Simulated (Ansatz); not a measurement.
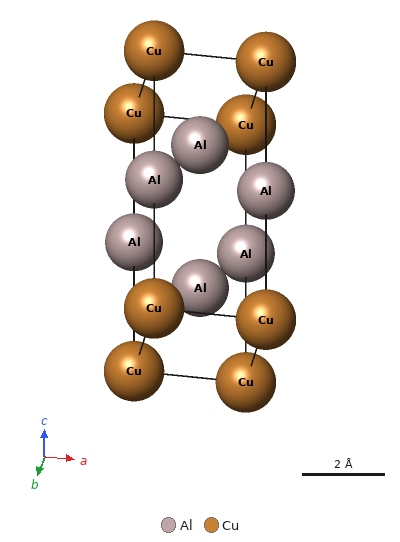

Figure 1. The structure (spheres-only view of the cell of the calculation, seen at an oblique angle).

Band-structure calculation of Al$_{3}$Cu

Al$_{3}$Cu (P4/mmm, 4 atoms in the cell), computed with DFT r2SCAN, scalar-relativistic, plane waves, PAW, no spin polarisation (Ansatz 0.2.0).

The structure derives from a Materials Project entry.

## The program's output
```
scf.n_extra_bands = 10 over 14 filled bands (N_el = 28.0): the run solves 24 bands
Engine: ansatz 0.2.0, x86_64-unknown-linux-gnu
Pseudopotentials: kind: paw
Pseudopotential: Al, paw, valence charge 3, recommended cutoff 500 eV (meta_gga), Al.paw.azcp
Pseudopotential: Cu, paw, valence charge 19, recommended cutoff 500 eV (meta_gga), Cu.paw.azcp
Functional definition: r2SCAN
  parameter k0 = 0.174
  parameter k1 = 0.065
  parameter a1 = 4.9479
  exchange = r2scan_x(k0 = k0, k1 = k1, a1 = a1)
  correlation = r2scan_c
Crystal: 4 atoms, lattice volume = 60.306 Å³
Basis set: ecut = 500 eV, 1483 PW (Γ), exchange–correlation on 96×96×240 points (64 copies of the dense FFT grid, shifted against one another)
Bands: 24, of which v1, the nominal top of the filled ones, is band 14 counted from 1 (13 counted from 0)
Symmetry: 16 space group operations
Space group: P4/mmm (ITA 123), of the structure as read, at distance tolerance 3.9e-5 Å
k-points: 180 of 1536
Non-local potential: Al, projectors of the file, l = 0: 2, l = 1: 2, l = 2: 1
Non-local potential: Cu, projectors of the file, l = 0: 3, l = 1: 2, l = 2: 3, l = 3: 1
PAW form: soft (Blöchl's): semilocal exchange-correlation on the pseudo side does not see the compensation charge
PAW frozen core: Al, regenerated for the run's functional (the file was generated under x = pbe(κ = 0.804, μ = 0.2195149727645171), c = pbe(β = 0.06672455060314922))
PAW frozen core: Cu, regenerated for the run's functional (the file was generated under x = pbe(κ = 0.804, μ = 0.2195149727645171), c = pbe(β = 0.06672455060314922))
PAW one-centre angular grid: Al, 302 points (default); XC on 160 Gauss nodes
PAW one-centre angular grid: Cu, 590 points (default); XC on 160 Gauss nodes
Initial density: superposition of atomic densities (neutral atoms: chi_scale 0, normalization atom), corrected by the library's trained network
Initial wavefunctions: pseudopotential atomic-orbital guess
Functional: x = r2scan, c = r2scan; τ floored in thin density (d = 2e-4 eV/Å³)
SCF iter   1: F=—  HF=-8252.824942 eV  |F-HF|=—  |Δ(HF+E_count)|=         —  Δρ=2.25e-2  dr2=3.01e-1  dr2_τ=1.38e-2  ethr=1.77e-3  ⟨swp⟩=5.8  Hψ=22336  notcnv=0  defer=175
preconditioner: auto → Kerker (q_TF=auto, 2.401 Å⁻¹)  [metal: Δε(μ)=0.027 eV  Ē_g=10.957 eV  σ=0.100 eV  W_gap=0.15  n_scr=16 (ndim 8)  ℏωp=21.4 eV  f_vac=0.000  D(μ)=1.61/eV (n_scr^D=4)]
SCF iter   2: F=—  HF=-8252.852206 eV  |F-HF|=—  |Δ(HF+E_count)|=   2.73e-2  Δρ=1.90e-2  dr2=1.18e-1  dr2_τ=1.14e-3  ethr=1.07e-3  ⟨swp⟩=2.0  Hψ=8287  notcnv=0  defer=661
SCF iter   3: F=—  HF=-8252.819754 eV  |F-HF|=—  |Δ(HF+E_count)|=   3.25e-2  Δρ=5.11e-3  dr2=3.20e-2  dr2_τ=4.74e-5  ethr=4.20e-4  ⟨swp⟩=2.0  Hψ=6233  notcnv=0  defer=661
SCF iter   4: F=—  HF=-8252.815415 eV  |F-HF|=—  |Δ(HF+E_count)|=   4.34e-3  Δρ=1.46e-3  dr2=1.52e-3  dr2_τ=9.77e-6  ethr=1.14e-4  ⟨swp⟩=1.0  Hψ=5752  notcnv=0  defer=647
SCF iter   5: F=—  HF=-8252.815542 eV  |F-HF|=—  |Δ(HF+E_count)|=   1.27e-4  Δρ=6.83e-4  dr2=6.41e-4  dr2_τ=2.01e-6  ethr=5.43e-6  ⟨swp⟩=2.3  Hψ=4989  notcnv=0  defer=647
SCF iter   6: F=—  HF=-8252.815450 eV  |F-HF|=—  |Δ(HF+E_count)|=   9.14e-5  Δρ=2.45e-4  dr2=3.63e-5  dr2_τ=1.14e-7  ethr=2.29e-6  ⟨swp⟩=1.2  Hψ=3715  notcnv=0  defer=647
SCF iter   7: F=—  HF=-8252.815451 eV  |F-HF|=—  |Δ(HF+E_count)|=   7.57e-7  Δρ=4.84e-5  dr2=1.52e-6  dr2_τ=6.89e-9  ethr=1.30e-7  ⟨swp⟩=2.0  Hψ=5088  notcnv=0  defer=647
SCF iter   8: F=—  HF=-8252.815451 eV  |F-HF|=—  |Δ(HF+E_count)|=   2.11e-7  Δρ=2.06e-5  dr2=2.32e-7  dr2_τ=5.91e-10  ethr=5.42e-9  ⟨swp⟩=2.4  Hψ=5491  notcnv=0  defer=647
SCF iter   9: F=-8252.815451 eV  HF=-8252.815451 eV  |F-HF|=9.08e-10  |Δ(HF+E_count)|=   9.34e-9  Δρ=3.20e-6  dr2=6.16e-9  dr2_τ=1.76e-11  ethr=3.57e-10  ⟨swp⟩=11.4  Hψ=25540  notcnv=0
SCF 1 converged in 9 iterations: F = -8252.815451 eV  dr2 = 6.16e-9
  greatest PAW one-centre occupation: 1.000 electrons in one spin orbital (limit 2), on the Cu atom at site 3 (counted from 0), in its partial waves of l = 0
```

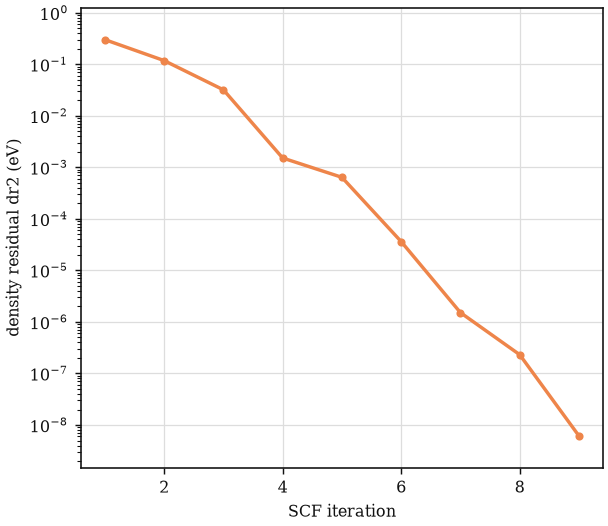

Figure 2. Convergence of the self-consistent field: density residual dr2 against the SCF iteration. The residual falls at every step.

```
NSCF: frozen V_eff on 129 k-points
NSCF: frozen V_eff on 455 k-points
SCF converged after 9 iterations
Free energy (F): -8252.815451 eV
Harris-Foulkes:  -8252.815451 eV  (|F-HF|=9.08e-10)
Internal energy: -8252.807621 eV  (E = F + TS)
E sigma→0 (E₀):  -8252.811536 eV
Entropy (-TS):   -0.007830 eV (-1.957 meV/atom)
Fermi energy:    9.926669 eV
--- Per-component energies (eV) ---
  E_band       = -484.312733
  E_kinetic    = 368.834081
  E_local      = -7579.576606  (includes V_loc(G=0)·N_el)
  E_nonlocal   = 420.600335
  E_hartree    = 3504.311702
  E_xc         = -194.451317
  E_vxc        = -219.418273  (∫ρ·V_xc dr)
  E_paw        = -3094.700487  (= ΣΔE_a)
  E_vpaw       = -496.422157  (= ΣTr[D̂ρ^β])
  E_aug_tail   = 0.000144  (compensation charges beyond the density's cutoff)
  E_vtau       = 13.040084  (kinetic-family band-sum trace: ∫τ·v_τ [+ j·A + Jᵃ·Aᵃ] dr)
  E_ewald      = -1677.344040
  E_core_change = -0.481432  (= ΣΔE_core)
  E_smearing   = -0.007830  (= −TS)
  E_closure    = -0.000000  (closes the sum)
  Σ components = -8252.815451   (vs F -8252.815451, Δ=0.00e0)
--- Forces (eV/Å), atoms counted from 1 ---
  atom   1  Al    -0.00000000     0.00000000     0.00000000
  atom   2  Al     0.00000000     0.00000000    -0.06659098
  atom   3  Al     0.00000000     0.00000000     0.06659098
  atom   4  Cu    -0.00000000     0.00000000     0.00000000
  max |Σ_I F_I| component: 1.23e-31 eV/Å
--- Stress (GPa, compression-positive) ---
       -3.322312       0.000000       0.000000
        0.000000      -3.322312       0.000000
        0.000000       0.000000      -3.238451
  P = ⅓ Tr σ = -3.2944 GPa (-32.944 kbar)
--- Band table (eV; the first three rows and the last of 180) ---
  k-point 0: bands = ["-107.5176", "-63.3698", "-63.2953", "-63.2953", "-1.7765", "0.7054", "1.0687", "5.3996", "5.4470", "6.2965", "6.2965", "6.6757", "7.9602", "10.4250", "16.5315", "16.8972", "16.8972", "18.1565", "19.3526", "19.3526", "19.5126", "19.5126", "20.3910", "20.6702"]
  k-point 1: bands = ["-107.5176", "-63.3698", "-63.2953", "-63.2953", "-1.7023", "0.0708", "1.8302", "5.3505", "5.3996", "6.2964", "6.2964", "6.6757", "7.3199", "11.2819", "16.5319", "16.9687", "16.9687", "18.1239", "18.6710", "18.6710", "19.0689", "20.3186", "20.3186", "20.4819"]
  k-point 2: bands = ["-107.5176", "-63.3698", "-63.2953", "-63.2953", "-1.4816", "-0.5780", "2.8487", "4.8963", "5.3996", "6.2964", "6.2964", "6.5382", "6.6757", "12.8602", "16.5327", "17.0598", "17.1810", "17.1810", "18.0471", "18.0471", "18.0635", "20.6682", "21.2247", "21.3134"]
  k-point 179: bands = ["-107.5153", "-63.3665", "-63.3129", "-63.3129", "4.5143", "5.2024", "5.2024", "6.0288", "7.0368", "8.0167", "8.0167", "8.1506", "8.1506", "9.3962", "9.3971", "10.5490", "11.7188", "13.3350", "13.3350", "13.6429", "13.6429", "14.7993", "15.1496", "15.2062"]
--- Löwdin populations: 4 sites ---
  site symbol       q [e]
     0     Al      2.9379
     1     Al      3.2384
     2     Al      3.2384
     3     Cu     18.3403
  spilling = 0.008750 (of n_electrons = 28.000000)
--- Bader charges: 4 sites ---
  site symbol  charge [e]  shift [e]
     0     Al      0.0222     0.0000
     1     Al      0.5750     0.0005
     2     Al      0.5750     0.0005
     3     Cu     -1.1722     0.0010
  estimated error of the sums over rays = 2.5e-4 e
```

## File populations.tsv
```
# site	symbol	l	j	q
# orbitals = lowdin
# n_electrons = 28.000000
# spilling = 0.008750
0	Al	0_3S	-	0.919743
0	Al	1_3P	-	2.018130
1	Al	0_3S	-	0.910754
1	Al	1_3P	-	2.327675
2	Al	0_3S	-	0.910754
2	Al	1_3P	-	2.327675
3	Cu	0_3S	-	1.986691
3	Cu	0_4S	-	0.647027
3	Cu	1_3P	-	5.996733
3	Cu	2_3D	-	9.709830
```

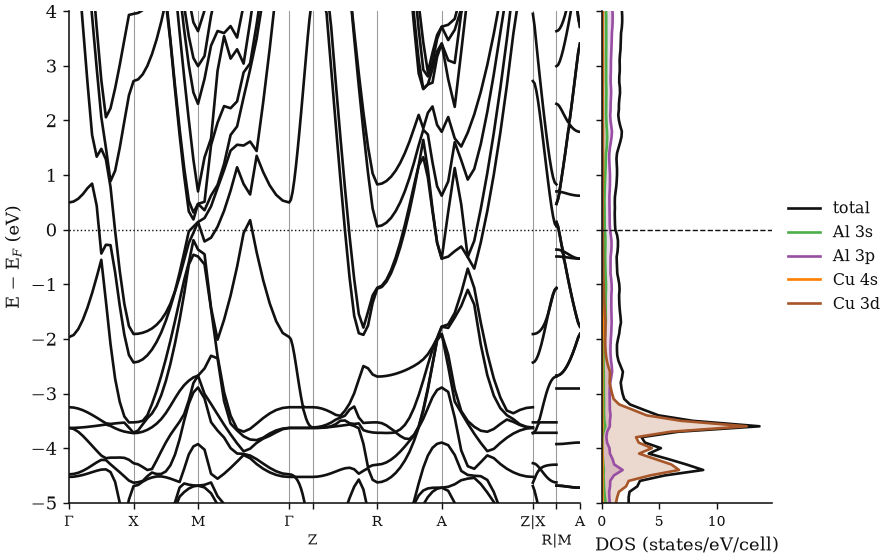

Figure 3. Band structure along Γ–X–M–Γ–Z–R–A–Z|X–R|M–A and density of states (projected on Löwdin-orthogonalised atomic shells), with energies from the Fermi level. Bands cross the Fermi level: a metal at this level of theory.

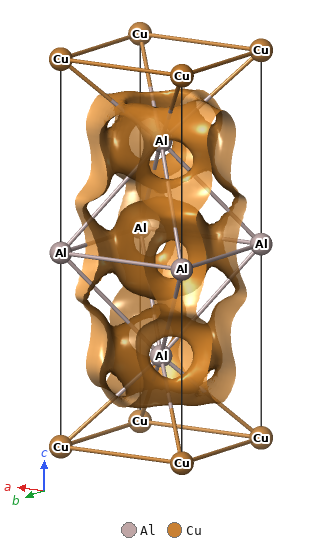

Figure 4. Isosurface of the ELF at 0.55 (orange), seen at an oblique angle. Only the valence region is drawn (cores and ρ < 0.01 e/Å³ removed). Sticks mark near contacts. The outline is the cell set on symmetry axes. The ELF exceeds this value in sheets that run through the cell in two directions, counted in one cell of 4 atoms.  Values along the shortest contacts: Al–Cu (2.62 Å): the ELF is about 0.45 at the midpoint; no localised pair between them. Al–Al (2.80 Å): the ELF peaks at about 0.65 between the atoms. In a PAW calculation such maps are meaningful between the atoms, not at the nuclei.

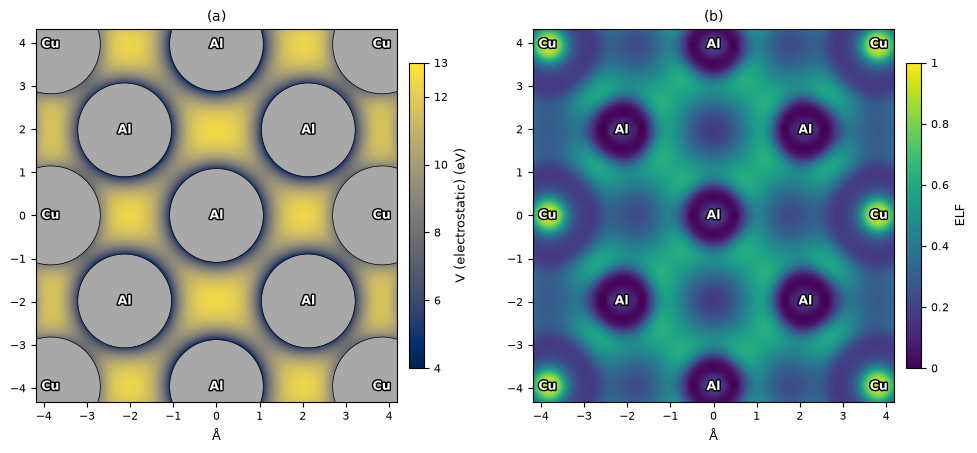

Figure 5. (a) electrostatic potential energy of an electron; (b) electron localisation function on the (11̄0) plane of the conventional cell. Grey discs, where drawn, cover atomic cores. The section cuts through Al and Cu sites. Al–Cu (2.62 Å): the ELF is about 0.45 at the midpoint; no localised pair between them. Al–Al (2.91 Å): the ELF peaks at about 0.60 between the atoms. The strong features right at Cu lie inside the PAW spheres (semicore, d or f shells) and say nothing about bonding. Outside the cores the potential energy rises away from the atoms and is highest about 2.0 Å from the nearest atoms; outside the discs it spans about 8 eV, and its zero is arbitrary.

This output came from the following input.

## Input file
```yaml
crystal:
  lattice:
    - [2.8029787992, 0.0, 0.0]
    - [0.0, 2.8029787992, 0.0]
    - [0.0, 0.0, 7.6757986744]
  atoms:
    - { symbol: Al, position: [0.0, 0.0, 0.5] }
    - { symbol: Al, position: [0.5, 0.5, 0.2227835996] }
    - { symbol: Al, position: [0.5, 0.5, 0.7772164004] }
    - { symbol: Cu, position: [0.0, 0.0, 0.0] }
basis:
  ecutwfc: 500
kpoints:
  mp_grid: { grid: [16, 16, 6] }
  band_path:
    path:
      - [[0.0, 0.0, 0.0], [0.0, 0.5, 0.0], [0.5, 0.5, 0.0], [0.0, 0.0, 0.0], [0.0, 0.0, 0.5], [0.0, 0.5, 0.5], [0.5, 0.5, 0.5], [0.0, 0.0, 0.5]]
      - [[0.0, 0.5, 0.0], [0.0, 0.5, 0.5]]
      - [[0.5, 0.5, 0.0], [0.5, 0.5, 0.5]]
    npoints: 14
hamiltonian:
  xc: r2scan
scf:
  occupations: { method: gaussian, width: 0.1 }
  n_extra_bands: 10
output:
  forces: true
  stress: true
  eigenvalues: true
  populations: true
  dos: { projected: true, de: 0.02, nscf_kmesh: { grid: [24, 24, 9] } }
  bader: true
  write_density: true
  write_potential: true
  elf: true
  volumetric_format: npy
```

Launched with:
```bash
ansatz run input.yaml --threads 1 --pin off --max-ram 2560MiB --backend cpu --events-out ev --progress --plain --runs-dir out
```

## Summary

```csv
quantity,value
outcome,converged
space group (tolerance 0.01 Å),P4/mmm (123)
electrons treated,28
free energy,−8252.8155 eV
Fermi energy,9.927 eV
gap on the k-point mesh,none (metallic)
pressure,−3.29 GPa
largest force (length of the vector),0.067 eV/Å
hardware,"1 thread of Intel Xeon @ 2.50GHz (Skylake/Cascade Lake), 192 GiB of memory available, shared host"
wall time,2.4 min
peak memory,0.87 GiB
```
